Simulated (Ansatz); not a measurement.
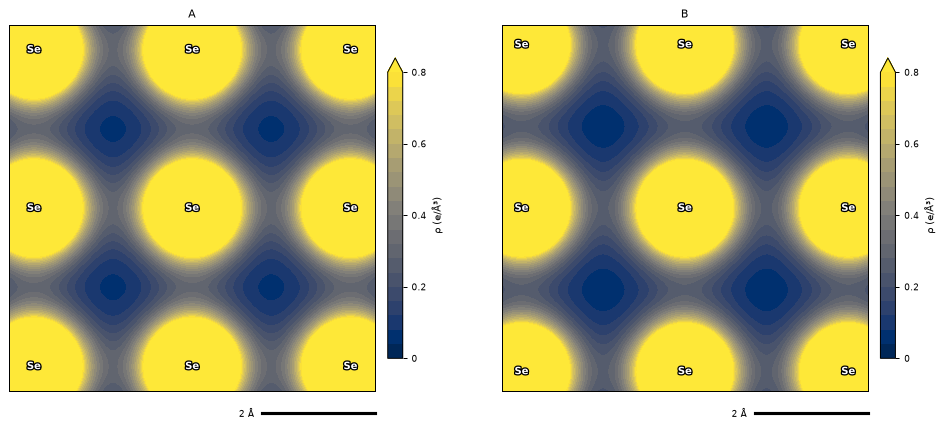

Se. The valence charge density (pseudo) of two cells that differ in size, on the (100) plane of each (indices in the axes of the calculation cell), at one length scale and on one colour scale: B has 24.2 Å³ an atom and A 22.0.

The calculation used DFT PBE, scalar-relativistic, plane waves, PAW in Ansatz 0.2.0.

The density is the valence pseudo-density of a PAW calculation; it isn't the true density close to the nuclei.

> What changes from the larger cell to the smaller?

From the larger cell to the smaller, Se–Se goes from 2.89 to 2.80 Å, and the density at its midpoint from 0.27 to 0.31 e/Å³; the pressure goes from −4.1 to 2.1 GPa.
